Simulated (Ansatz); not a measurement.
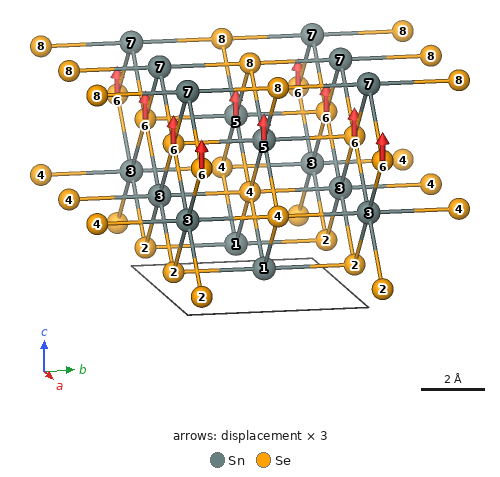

A constrained relaxation of a slab of composition SnSe (cut from the Fm-3m phase). The starting structure is drawn; red arrows show the displacements, magnified 3 times.

A ball-and-stick model of the 2 × 1 repeat of the cell, outlined in the plane, without the vacuum, seen slightly off an axis.

Case: clean slab, lower half held. The slab is the (1 1 0) face of SnSe. 4 atoms are held fixed.

Method: Ansatz 0.2.0, DFT PBEsol, scalar-relativistic, plane waves, PAW. (plane-wave cutoff 420 eV; k-point mesh 6 × 5 × 1; occupations gaussian; smearing width 0.05 eV; no spin polarisation; dipole correction; atoms relaxed in a fixed cell; force threshold 0.03 eV/Å; at most 70 steps)

**What happened in the run?**

The energy falls by 0.313 eV per cell of the calculation in 3 geometry steps. Largest force component: 1.2 eV/Å at the start, 0.018 eV/Å at the end. The atom that moves furthest is Se6 (0.31 Å along the normal (+c)). By element the largest moves are Se 0.31 Å, Sn 0.29 Å. The lattice vectors keep their values. Near-neighbour distances that change, for instance: Sn3–Se6 2.973 → 3.203 Å, Se4–Sn5 2.973 → 3.184 Å, Se6–Sn7 2.973 → 2.782 Å, Sn5–Se8 2.973 → 2.787 Å. Bond angles that change, for instance: Sn7–Se6–Sn7 90.0° → 98.2°, Sn3–Se6–Sn7 180.0° → 171.9°, Sn3–Se6–Sn3 90.0° → 82.0°. The run took 31 s on 4 threads of Intel(R) Xeon(R) 6975P-C (Granite Rapids), with other jobs on the host, peak memory 1.4 GiB.
